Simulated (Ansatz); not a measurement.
# Fermi surface of Al2Cu (I4/mmm)

```
Al Cu
1.0
    -2.03034    2.03034    2.85109
     2.03034   -2.03034    2.85109
     2.03034    2.03034   -2.85109
Al Cu
2 1
Direct
  0.75000 0.25000 0.50000
  0.25000 0.75000 0.50000
  0.50000 0.50000 0.00000
```

These are results of DFT PBE, scalar-relativistic, plane waves, PAW; levels and slopes on a dense k mesh at the converged density (Ansatz), not measurements. No spin polarisation. Mesh 24×24×24, interpolated with the band slopes. Unrelaxed database geometry. The cell comes from a database of computed structures, not from a measurement.

## 1. The sheets

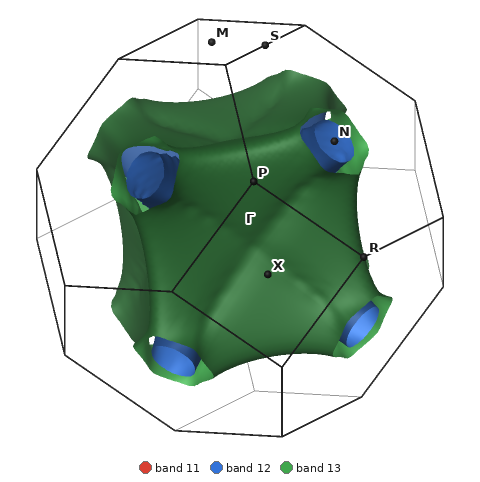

Computed Fermi surface of this crystal. Each colour is one band. The brighter face of a sheet looks towards empty states.

**What does each sheet look like, and where are the electron and hole pockets?**

Three bands cross the Fermi level; this is a three-dimensional metal.

Band 11: one hole pocket centred at Γ (2.9 % of the zone).
Band 12: an open hole network that joins neighbouring zones in all directions (13 % of the zone).
Band 13: an open network that joins neighbouring zones in all directions (the band is filled at M, X and P and empty at Γ and N).

## 2. Weight on the atoms

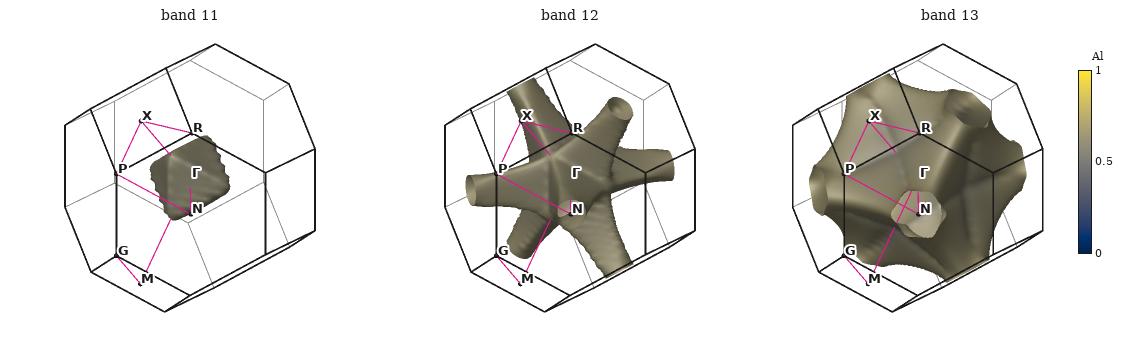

Fermi surface of this crystal, coloured by the weight of the states on Al (Voronoi cells).

**On which elements do the states at the Fermi level lie?**

Band 11: Al (60 %) and Cu (40 %). Band 12: Al (62 %) and Cu (38 %). Band 13: Al (63 %) and Cu (37 %).

## 3. Cuts and bands

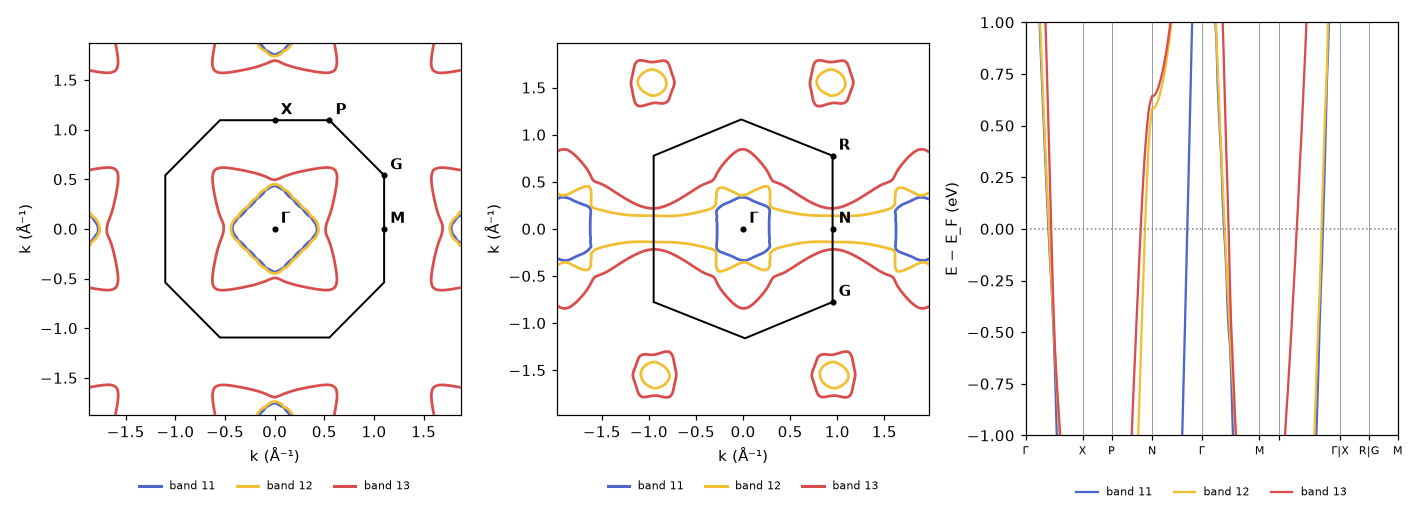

This crystal: cuts through the Fermi surface in the plane through Γ, M and X and the plane through Γ, N and R, and the bands that cross the Fermi level.

**For each band, read its level at the labelled points (eV from the Fermi level).**

```tsv
band	Γ	M	X	P	N
band 11	above	below	below	below	below
band 12	above	below	below	below	+0.58
band 13	above	below	below	below	+0.64
```

Negative values are filled states; "above" and "below" lie outside the plotted window.

## 4. Speeds

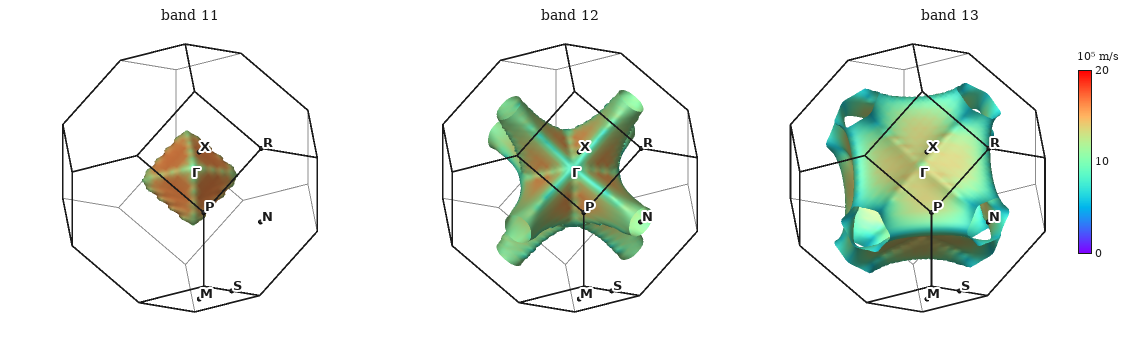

Fermi surface of this crystal, coloured by the Fermi speed.

**How fast are the electrons on each sheet?**

Band 11: 12 to 16 × 10⁵ m/s over most of the sheet, 15 × 10⁵ m/s on average over states. Band 12: 8.6 to 15 × 10⁵ m/s over most of the sheet, 12 × 10⁵ m/s on average over states. Band 13: 7.0 to 14 × 10⁵ m/s over most of the sheet, 10 × 10⁵ m/s on average over states.

**Which of these bands adds most to the density of states at the Fermi level?**

Band 13, with 0.47 of 0.84 states/eV per cell.

Necks and pockets thinner than about two mesh steps aren't resolved, so separate pockets may in truth be joined.

Cost: 49 s on 1 thread of Arm Neoverse V1, on a shared host, peak memory 0.68 GiB.
